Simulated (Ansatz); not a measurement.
**What a change does: single-point calculation on Si**

System: Si (Cm, 8 atoms in the cell).
Method of the first run: DFT r2SCAN, scalar-relativistic, plane waves, PAW, no spin polarisation (Ansatz 0.2.0).

The structure derives from a Materials Project entry. Text and figures count atoms from 1; the logs count them from 0 in places.

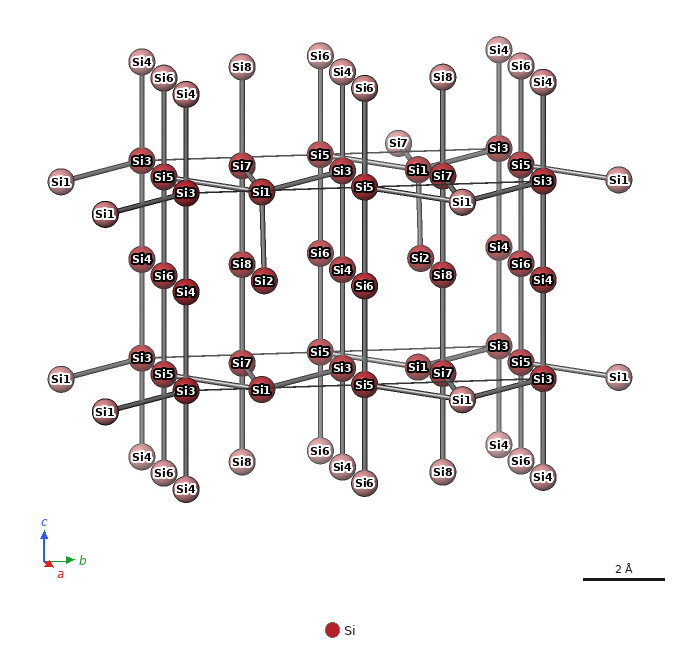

Figure 1. The input geometry (ball-and-stick view of the cell 2 times as large as that of the calculation, set on its symmetry axes, seen slightly off an axis; neighbours outside the cell are drawn fainter; atoms are numbered from 1 in the order of the input). An atom can appear more than once, as a periodic image.

## Input file, the first run
```yaml
crystal:
  lattice:
    - [0.0, 0.0, 4.987598145]
    - [2.6290009028, -4.5535631367, 0.0]
    - [2.6290009028, 4.5535631368, 0.0]
  atoms:
    - { symbol: Si, position: [-0.0601491923, 0.4429441048, -0.0570558952] }
    - { symbol: Si, position: [0.5, 0.5, 0.0] }
    - { symbol: Si, position: [0.0, 0.0, 0.0] }
    - { symbol: Si, position: [0.5, 0.0, 0.0] }
    - { symbol: Si, position: [0.0, 0.5, 0.5] }
    - { symbol: Si, position: [0.5, 0.5, 0.5] }
    - { symbol: Si, position: [0.0, 0.0, 0.5] }
    - { symbol: Si, position: [0.5, 0.0, 0.5] }
basis:
  ecutwfc: 500
kpoints:
  mp_grid: { grid: [12, 12, 12] }
hamiltonian:
  xc: r2scan
scf:
  occupations: { method: gaussian, width: 0.15 }
output:
  forces: true
  stress: true
  eigenvalues: true
```

Command:
```bash
ansatz run input.yaml --threads 2 --pin off --max-ram 5120MiB --backend cpu --events-out ev --progress --plain --runs-dir out
```

Hardware: 2 threads of Intel Xeon (Sapphire Rapids), 32 GiB of memory available, shared host.

## Output, shortened to warnings, some set-up lines, iterations and results (the first run)
```
Basis set: ecut = 500 eV, 3043 PW (Γ), exchange–correlation on 160×160×160 points (64 copies of the dense FFT grid, shifted against one another)
Symmetry: 2 space group operations
k-points: 476 of 1728 (time reversal used)
Initial density: superposition of atomic densities (neutral atoms: chi_scale 0, normalization atom), corrected by the library's trained network
[...]
SCF iter   1: F=—  HF=-5108.370806 eV  |F-HF|=—  |Δ(HF+E_count)|=         —  Δρ=4.76e-3  dr2=2.02e-2  dr2_τ=4.47e-2  ethr=1.77e-3  ⟨swp⟩=8.5  Hψ=72458  notcnv=0
SCF iter   2: F=—  HF=-5108.553909 eV  |F-HF|=—  |Δ(HF+E_count)|=   1.83e-1  Δρ=3.59e-3  dr2=1.07e-2  dr2_τ=3.95e-5  ethr=6.32e-5  ⟨swp⟩=2.0  Hψ=25623  notcnv=0  defer=1022
SCF iter   3: F=—  HF=-5108.558667 eV  |F-HF|=—  |Δ(HF+E_count)|=   4.76e-3  Δρ=2.41e-4  dr2=6.94e-5  dr2_τ=1.82e-5  ethr=3.34e-5  ⟨swp⟩=2.0  Hψ=17905  notcnv=0  defer=1022
SCF iter   4: F=—  HF=-5108.558929 eV  |F-HF|=—  |Δ(HF+E_count)|=   2.62e-4  Δρ=1.05e-4  dr2=1.36e-5  dr2_τ=1.00e-7  ethr=2.17e-7  ⟨swp⟩=2.0  Hψ=18119  notcnv=0  defer=1022
SCF iter   5: F=—  HF=-5108.558938 eV  |F-HF|=—  |Δ(HF+E_count)|=   9.41e-6  Δρ=1.40e-5  dr2=2.40e-7  dr2_τ=4.01e-9  ethr=4.23e-8  ⟨swp⟩=2.0  Hψ=18074  notcnv=0  defer=1022
SCF iter   6: F=-5108.558938 eV  HF=-5108.558938 eV  |F-HF|=9.37e-9  |Δ(HF+E_count)|=   1.49e-7  Δρ=4.31e-6  dr2=2.91e-8  dr2_τ=2.67e-10  ethr=3.13e-10  ⟨swp⟩=9.3  Hψ=56470  …
SCF 1 converged in 6 iterations: F = -5108.558938 eV  dr2 = 2.91e-8
SCF converged after 6 iterations
Free energy (F): -5108.558938 eV
Harris-Foulkes:  -5108.558938 eV  (|F-HF|=9.37e-9)
Internal energy: -5108.525249 eV  (E = F + TS)
E sigma→0 (E₀):  -5108.542094 eV
Entropy (-TS):   -0.033689 eV (-4.211 meV/atom)
Fermi energy:    10.074026 eV
--- Per-component energies (eV) ---
  E_band       = 132.452205
  E_kinetic    = 333.034537
  E_local      = -13.189571  (includes V_loc(G=0)·N_el)
  E_nonlocal   = 196.725489
  E_hartree    = 12.159372
  E_xc         = -417.585898
  E_vxc        = -407.843524  (∫ρ·V_xc dr)
  E_paw        = -4153.442181  (= ΣΔE_a)
  E_vpaw       = -17.484271  (= ΣTr[D̂ρ^β])
  E_aug_tail   = 0.000037  (compensation charges beyond the density's cutoff)
  E_vtau       = 16.891375  (kinetic-family band-sum trace: ∫τ·v_τ [+ j·A + Jᵃ·Aᵃ] dr)
  E_ewald      = -1065.615571
  E_core_change = -0.611464  (= ΣΔE_core)
  E_smearing   = -0.033689  (= −TS)
  E_closure    = -0.000000  (closes the sum)
  Σ components = -5108.558938   (vs F -5108.558938, Δ=0.00e0)
--- Forces (eV/Å), atoms counted from 1 ---
  atom   1  Si     0.98450932     0.00000000     2.41832119
  atom   2  Si     0.37355010     0.00000000    -1.97941030
  atom   3  Si     0.06834242     0.41890343     0.03920831
  atom   4  Si    -0.12960614     0.04159329    -0.20485322
  atom   5  Si     0.06834242    -0.41890343     0.03920831
  atom   6  Si    -0.12960614    -0.04159329    -0.20485322
  atom   7  Si    -1.04924691    -0.00000000     0.10985022
  atom   8  Si    -0.18627579    -0.00000000    -0.21750128
  max |Σ_I F_I| component: 3.00e-5 eV/Å
--- Stress (GPa, compression-positive) ---
        3.243786       0.000000      -0.389629
        0.000000       1.559654      -0.000000
       -0.389629      -0.000000       3.315109
  P = ⅓ Tr σ = 2.7062 GPa (27.062 kbar)
```

For the second run the input was changed thus:
```diff
-    - { symbol: Si, position: [-0.0601491923, 0.4429441048, -0.0570558952] }
+    - { symbol: Si, position: [-0.0601491923, 0.5, 0.0] }
```

Predict how the results change.

With the same functional and potentials, the second run lies 14.2 meV per atom lower. The pressure goes from 2.71 to 1.62 GPa. The largest force goes from 2.611 to 2.898 eV/Å. The number of SCF iterations is the same. The irreducible k-points go from 476 to 133. On the same kind of shared host the second run took about 0.27 times as long.

## Output, shortened to warnings, some set-up lines, iterations and results (the second run)
```
Basis set: ecut = 500 eV, 3043 PW (Γ), exchange–correlation on 160×160×160 points (64 copies of the dense FFT grid, shifted against one another)
Symmetry: 12 space group operations
k-points: 133 of 1728 (time reversal used)
Initial density: superposition of atomic densities (neutral atoms: chi_scale 0, normalization atom), corrected by the library's trained network
[...]
SCF iter   1: F=—  HF=-5108.480319 eV  |F-HF|=—  |Δ(HF+E_count)|=         —  Δρ=4.72e-3  dr2=1.98e-2  dr2_τ=4.24e-2  ethr=1.77e-3  ⟨swp⟩=8.6  Hψ=20200  notcnv=0
SCF iter   2: F=—  HF=-5108.667017 eV  |F-HF|=—  |Δ(HF+E_count)|=   1.87e-1  Δρ=3.59e-3  dr2=1.06e-2  dr2_τ=3.95e-5  ethr=6.18e-5  ⟨swp⟩=2.0  Hψ=7155  notcnv=0  defer=282
SCF iter   3: F=—  HF=-5108.672087 eV  |F-HF|=—  |Δ(HF+E_count)|=   5.07e-3  Δρ=2.25e-4  dr2=4.91e-5  dr2_τ=1.77e-5  ethr=3.32e-5  ⟨swp⟩=2.0  Hψ=4989  notcnv=0  defer=282
SCF iter   4: F=—  HF=-5108.672347 eV  |F-HF|=—  |Δ(HF+E_count)|=   2.60e-4  Δρ=9.72e-5  dr2=9.58e-6  dr2_τ=7.74e-8  ethr=1.53e-7  ⟨swp⟩=2.0  Hψ=5081  notcnv=0  defer=282
SCF iter   5: F=—  HF=-5108.672355 eV  |F-HF|=—  |Δ(HF+E_count)|=   8.56e-6  Δρ=1.33e-5  dr2=2.41e-7  dr2_τ=3.93e-9  ethr=2.99e-8  ⟨swp⟩=2.0  Hψ=5053  notcnv=0  defer=282
SCF iter   6: F=-5108.672356 eV  HF=-5108.672356 eV  |F-HF|=8.10e-9  |Δ(HF+E_count)|=   1.28e-7  Δρ=4.33e-6  dr2=3.21e-8  dr2_τ=3.09e-10  ethr=3.13e-10  ⟨swp⟩=9.4  Hψ=15655  …
SCF 1 converged in 6 iterations: F = -5108.672356 eV  dr2 = 3.21e-8
SCF converged after 6 iterations
Free energy (F): -5108.672356 eV
Harris-Foulkes:  -5108.672356 eV  (|F-HF|=8.10e-9)
Internal energy: -5108.640326 eV  (E = F + TS)
E sigma→0 (E₀):  -5108.656341 eV
Entropy (-TS):   -0.032030 eV (-4.004 meV/atom)
Fermi energy:    10.078188 eV
--- Per-component energies (eV) ---
  E_band       = 133.179898
  E_kinetic    = 332.065082
  E_local      = -8.195430  (includes V_loc(G=0)·N_el)
  E_nonlocal   = 196.224302
  E_hartree    = 10.482225
  E_xc         = -417.234882
  E_vxc        = -407.361836  (∫ρ·V_xc dr)
  E_paw        = -4153.316011  (= ΣΔE_a)
  E_vpaw       = -17.375462  (= ΣTr[D̂ρ^β])
  E_aug_tail   = 0.000037  (compensation charges beyond the density's cutoff)
  E_vtau       = 16.859406  (kinetic-family band-sum trace: ∫τ·v_τ [+ j·A + Jᵃ·Aᵃ] dr)
  E_ewald      = -1068.054185
  E_core_change = -0.611464  (= ΣΔE_core)
  E_smearing   = -0.032030  (= −TS)
  E_closure    = -0.000000  (closes the sum)
  Σ components = -5108.672356   (vs F -5108.672356, Δ=0.00e0)
--- Forces (eV/Å), atoms counted from 1 ---
  atom   1  Si    -0.00000000     0.00000000     2.89793970
  atom   2  Si    -0.00000000     0.00000000    -2.25474247
  atom   3  Si     0.00000000    -0.00000000     0.00117541
  atom   4  Si    -0.00000000     0.00000000    -0.21557904
  atom   5  Si    -0.00000000     0.00000000     0.00117541
  atom   6  Si    -0.00000000    -0.00000000    -0.21557904
  atom   7  Si     0.00000000     0.00000000     0.00117541
  atom   8  Si     0.00000000     0.00000000    -0.21557904
  max |Σ_I F_I| component: 1.37e-5 eV/Å
--- Stress (GPa, compression-positive) ---
        0.386454      -0.000000      -0.000000
       -0.000000       0.386454       0.000000
        0.000000       0.000000       4.089877
  P = ⅓ Tr σ = 1.6209 GPa (16.209 kbar)
```

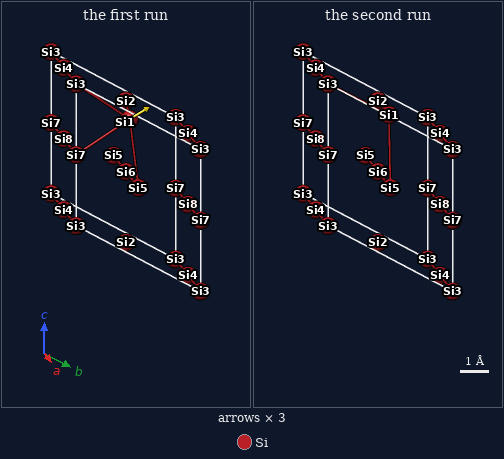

Figure 2. The two input geometries at one scale (ball-and-stick view of the cell of the calculation, seen slightly off an axis). The yellow arrows on the first give the shifts of the atoms relative to the cell, magnified 3 times. The largest move is that of Si1, 0.30 Å. The lattice vectors keep their values. Among the contacts that change: Si1–Si7 2.348 → 2.646 Å, Si1–Si3 2.511 → 2.646 Å, Si1–Si2 2.214 → 2.194 Å.

## The two runs side by side

```tsv
quantity	the first run	the second run
outcome	converged	converged
free energy per atom (eV)	−638.5699	−638.5840
energy per atom, smearing taken to zero (eV)	−638.5678	−638.5820
gap on the mesh (eV)	0.00	0.00
pressure (GPa)	2.71	1.62
largest force (eV/Å)	2.611	2.898
SCF iterations	6	6
irreducible k-points	476	133
plane waves at Γ	3043	3043
wall time (shared host)	80 s	22 s
```
